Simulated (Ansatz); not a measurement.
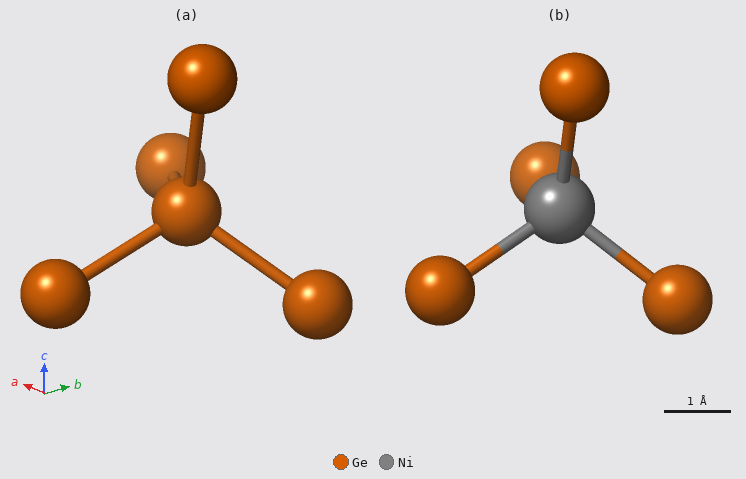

Left: perfect Ge. Right: the same region with one point defect, after relaxing the atoms in a supercell of 64 sites. A ball-and-stick model of the atoms within 3.3 Å of one point, seen from a free direction.

Theory: DFT, PBEsol, PAW, plane waves in Ansatz 0.2.0. Set-up: plane-wave cutoff 420 eV; k-point mesh 1 × 1 × 1; mesh shifted by (0.25, 0.25, 0.25); collinear spin. Fermi-Dirac smearing of 0.01 eV. A uniform background neutralises the charged cell. The axes drawn are those of the host's conventional cell.

Question: What kind of defect was made?

Answer: A germanium atom is replaced by nickel.

The charge state of the cell is +1.

Question: What does the relaxation do around it?

Answer: In the host the Ge atom has 4 Ge at 2.46 Å; the Ni atom ends with 4 Ge at 2.24 to 2.27 Å. Of the host's atoms, a germanium atom moves furthest from its site, by 0.22 Å. The Ni atom itself moves 0.06 Å from where it was put. The cell's net moment is 0.77 μB.

Limits of the set-up: the cell is charged, on a uniform background, and energies carry no finite-size correction.
